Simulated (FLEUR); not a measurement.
**NaF: 5 runs along one coordinate**

System: NaF (2 atoms in the cell).
Method: Kohn-Sham DFT of a periodic cell, WC, all-electron, no spin polarisation (FLEUR MaX-R8.1 (later development tree)).

The 5 runs differ only in the geometry, by an even scaling of the cell at fixed fractional positions. The structure derives from an entry of the Crystallography Open Database.

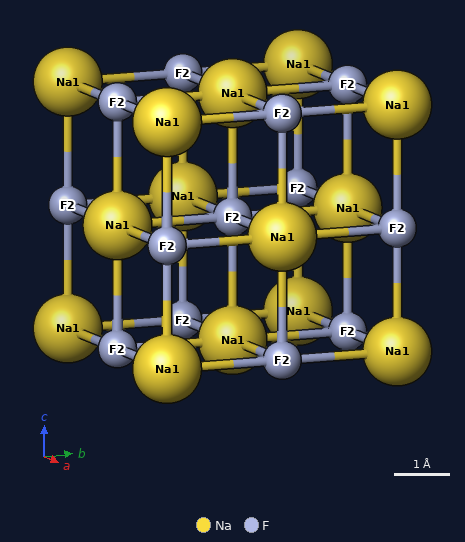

Figure 1. The structure of run 3 (ball-and-stick view of the cell 4 times as large as that of the calculation, set on its symmetry axes, seen slightly off an axis; atoms are numbered from 1 in the order of the input).

**Input of run 3**
```
<?xml version="1.0" encoding="UTF-8" standalone="no"?>
<fleurInput fleurInputVersion="0.39">
   <comment>
      NaF                                                                                                 
   </comment>
   <calculationSetup>
      <cutoffs Kmax="4.64" Gmax="14.4" GmaxXC="14.4" numbands="0"/>
      <scfLoop itmax="60" minDistance="0.00001" maxIterBroyd="15" imix="Anderson" alpha="0.05" precondParam="0.0" spinf="2.0" sdNocoIR="T"/>
      <coreElectrons ctail="T" frcor="F" kcrel="0" coretail_lmax="0"/>
      <xcFunctional name="wc" relativisticCorrections="F"/>
      <magnetism jspins="1"/>
      <soc l_soc="F" theta="0.0" phi="0.0" spav="F"/>
      <expertModes spex="0" secvar="F"/>
      <geometryOptimization l_f="F" forcealpha="1.0" forcemix="BFGS" epsdisp="0.00001" epsforce="0.00001"/>
      <ldaU l_linMix="F" mixParam="0.05" spinf="1.0"/>
   </calculationSetup>
   <cell>
      <bzIntegration valenceElectrons="16.0" mode="hist" fermiSmearingEnergy="0.00183747">
         <kPointListSelection listName="default-1"/>
         <!-- k-points included here -->
         <xi:include xmlns:xi="http://www.w3.org/2001/XInclude" href="kpts.xml"> </xi:include>
      </bzIntegration>
      <!-- symmetry operations included here -->
      <xi:include xmlns:xi="http://www.w3.org/2001/XInclude" href="sym.xml"> </xi:include>
      <bulkLattice scale="1.0000000000">
         <bravaisMatrix>
            <row-1>    0.0000000000000000     4.3841646090719992     4.3841646090719992</row-1>
            <row-2>    4.3841646090719992     0.0000000000000000     4.3841646090719992</row-2>
            <row-3>    4.3841646090719992     4.3841646090719992     0.0000000000000000</row-3>
         </bravaisMatrix>
      </bulkLattice>
   </cell>
   <atomSpecies>
      <species name="Sodium (Na)" element="Na" atomicNumber="11">
         <mtSphere radius="2.11" gridPoints="721" logIncrement="0.016"/>
         <atomicCutoffs lmax="9" lnonsphr="7"/>
         <electronConfig flipSpins="F">
            <coreConfig>(1s1/2)</coreConfig>
            <valenceConfig>(2s1/2) (2p1/2) (2p3/2) (3s1/2)</valenceConfig>
            <stateOccupation state="(3s1/2)" spinUp="0.500000" spinDown="0.500000"/>
         </electronConfig>
         <energyParameters s="3" p="2" d="3" f="4"/>
         <lo type="SCLO" l="0" n="2" eDeriv="0"/>
         <lo type="HELO" l="1" n="3" eDeriv="0"/>
         <lo type="HELO" l="1" n="3" eDeriv="1"/>
         <lo type="SCLO" l="2" n="3" eDeriv="2"/>
         <lo type="SCLO" l="3" n="4" eDeriv="2"/>
      </species>
      <species name="Fluorine (F)" element="F" atomicNumber="9">
         <mtSphere radius="1.83" gridPoints="625" logIncrement="0.017"/>
         <atomicCutoffs lmax="8" lnonsphr="6"/>
         <electronConfig flipSpins="F">
            <coreConfig>(1s1/2)</coreConfig>
            <valenceConfig>(2s1/2) (2p1/2) (2p3/2)</valenceConfig>
            <stateOccupation state="(2p1/2)" spinUp="0.833333" spinDown="0.833333"/>
            <stateOccupation state="(2p3/2)" spinUp="1.666667" spinDown="1.666667"/>
         </electronConfig>
         <energyParameters s="2" p="2" d="3" f="4"/>
         <lo type="SCLO" l="0" n="2" eDeriv="2"/>
         <lo type="SCLO" l="1" n="2" eDeriv="2"/>
         <lo type="SCLO" l="2" n="3" eDeriv="2"/>
      </species>
   </atomSpecies>
   <atomGroups>
      <atomGroup species="Sodium (Na)">
         <relPos label="                   1">.0000000000 .0000000000 .0000000000</relPos>
         <force calculate="T" relaxXYZ="TTT"/>
      </atomGroup>
      <atomGroup species="Fluorine (F)">
         <relPos label="                   2">1.000/2.000 1.000/2.000 1.000/2.000</relPos>
         <force calculate="T" relaxXYZ="TTT"/>
      </atomGroup>
   </atomGroups>
   <output dos="F" band="F" slice="F">
      <checks vchk="F" cdinf="F"/>
      <bandDOS minEnergy="-.5*Htr" maxEnergy="0.5*Htr" sigma="0.015" storeEVData="T"/>
      <vacuumDOS vacdos="F" integ="F" star="F" nstars="0" locx1="0.0" locy1="0.0" locx2="0.0" locy2="0.0" nstm="0" tworkf="0.0"/>
      <unfoldingBand unfoldBand="F" supercellX="1" supercellY="1" supercellZ="1"/>
      <plotting iplot="0" polar="F">
         <plot TwoD="T" vec1="  1.0  0.0  0.0" vec2="  0.0  1.0  0.0" vec3="  0.0  0.0  1.0" zero="  0.0  0.0  0.0" file="plot"/>
      </plotting>
      <chargeDensitySlicing numkpt="0" minEigenval="0.0" maxEigenval="0.0" nnne="0" pallst="F"/>
      <specialOutput eonly="F"/>
      <moessbauerParams electricFieldGradient="T" isomerShift="T" coreHyperfine="T" valenceHyperfine="T"/>
      <magneticCircularDichroism mcd="F" energyLo="-10.0" energyUp="0.0"/>
   </output>
  <!-- We include the file relax.xml here to enable relaxations (see documentation) -->
  <xi:include xmlns:xi="http://www.w3.org/2001/XInclude" href="relax.xml"> <xi:fallback/> </xi:include>
</fleurInput>
```

Command:
```bash
inpgen -f crystal.txt -profile fastHighL; fleur_MPI
```

Run 2 has the same physical settings and fractional positions; its lattice vectors (Å) are:
```
   0.000000    2.288645    2.288645
   2.288645    0.000000    2.288645
   2.288645    2.288645    0.000000
```

**Results, with one run withheld**

| run | volume per atom (Å³) | free energy per atom, from the lowest run given (meV) | gap on the mesh (eV) |
| --- | --- | --- | --- |
| 1 | 11.738 | 7.65 | 6.56 |
| 2 | 11.988 | ? | ? |
| 3 | 12.487 | 0.00 | 6.24 |
| 4 | 12.987 | 2.47 | 6.05 |
| 5 | 13.236 | 5.52 | 5.96 |

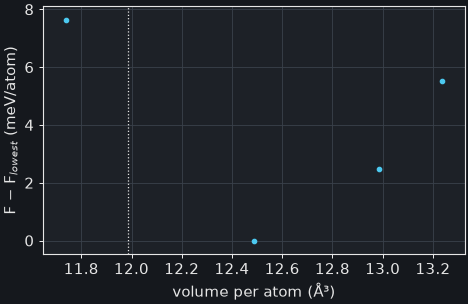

Figure 2. Free energy per atom of the runs given; the dotted line marks run 2.

What should run 2 give?

A quadratic polynomial in V^(−2/3) (the Birch–Murnaghan form), fitted to the 4 runs given, misses them by at most 0.01 meV per atom. With x = V^(−2/3) − 0.18478 Å⁻², it reads F = 0.070667 − 184.17 x + 1.1795e+05 x² (meV per atom). At run 2 it gives 3.38 meV per atom, and the run itself gives 3.35. The fit has its minimum at 12.510 Å³ per atom, where V d²F/dV² gives 46.2 GPa: the bulk modulus at this level, since symmetry fixes the shape and the positions. The gap on the mesh goes, without turning, from 6.56 eV in run 1 to 5.96 eV in run 5; run 2 has 6.45 eV. These are gaps of this functional on this mesh, which can miss the band edges; they aren't the measured gap.

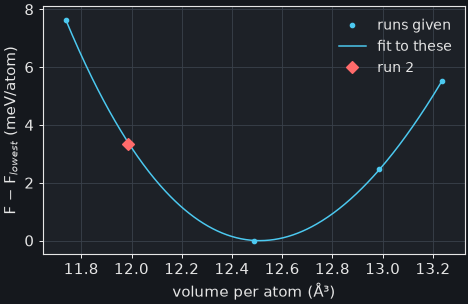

Figure 3. The fit and the withheld run.

**Output (run 2)**
```
Welcome to FLEUR        (www.flapw.de)
      MaX-Release 8.1          (www.max-centre.eu)

 ========== k-point set info ==========
 Selected k-point list: default-1
 k-point list type: mesh
 10 x 10 x 10
 Number of k points: 47

 ------------Calculation Setup---------------------------
 Number of MPI-tasks      :            1
 Number of PE/node        :            1
 Number of OMP-threads    :            1
 Most efficient MPI parallelization for:
           1          47
 Additional eigenvalue parallelization possible
 Number of basis functions:          360
 Approximate size of matrices (H+S) per k-point:         0.002 GB
 --------------------------------------------------------

 Iteration:     1   Distance:      16.17120912 me/bohr^3

 Iteration:     2   Distance:      13.75555829 me/bohr^3

 Iteration:     3   Distance:       4.50531598 me/bohr^3

 Iteration:     4   Distance:       4.90916859 me/bohr^3

 Iteration:     5   Distance:       1.07115708 me/bohr^3

 Iteration:     6   Distance:       1.12751840 me/bohr^3

 Iteration:     7   Distance:       0.12842211 me/bohr^3

 Iteration:     8   Distance:       0.05944627 me/bohr^3

 Iteration:     9   Distance:       0.00507188 me/bohr^3

 Iteration:    10   Distance:       0.00284544 me/bohr^3

 Iteration:    11   Distance:       0.00087432 me/bohr^3

 Iteration:    12   Distance:       0.00016064 me/bohr^3

 Iteration:    13   Distance:       0.00011140 me/bohr^3

 Iteration:    14   Distance:       0.00000225 me/bohr^3

 ********************************************************************
 Run finished successfully
 Stop message:
   all done
 ********************************************************************
```
